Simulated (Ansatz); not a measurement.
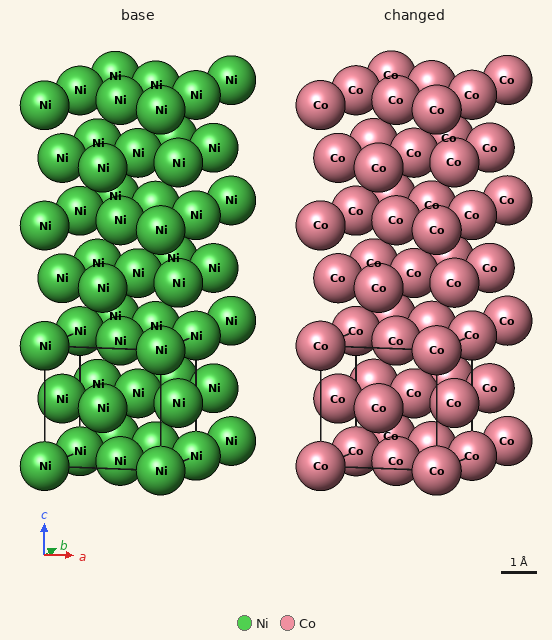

Left: solid Ni (set up in Fm-3m). Right: the same structure after one change, at the same scale. The picture is a spheres-only view of the conventional cell (4 times the calculation's cell), repeated 1 × 2 × 3 with one cell outlined, seen slightly off an axis. Lengths and directions refer to the drawn axes.

Theory: DFT PBE, scalar-relativistic, plane waves, PAW (Ansatz 0.2.0). Set-up: plane-wave cutoff 420 eV; k-point mesh 20 × 20 × 20; occupations gaussian; smearing width 0.1 eV; collinear spin.

Q: Which change leads from the left to the right?

A: Every nickel atom is replaced by cobalt, which gives Co. Cell and atoms are relaxed again (to zero pressure within 0.1 GPa, forces under 0.01 eV/Å).

Q: How do the computed properties respond?

A: The volume per atom goes from 10.89 to 10.91 Å³. The absolute magnetisation per cell goes from 0.73 to 1.79 μB (net moment 0.64 and 1.64 μB). It is metallic before and after. The volume changes by +0.2 %, with a = b = c 3.519 → 3.520 Å (+0.1 %). The space group stays Fm-3m (No. 225).
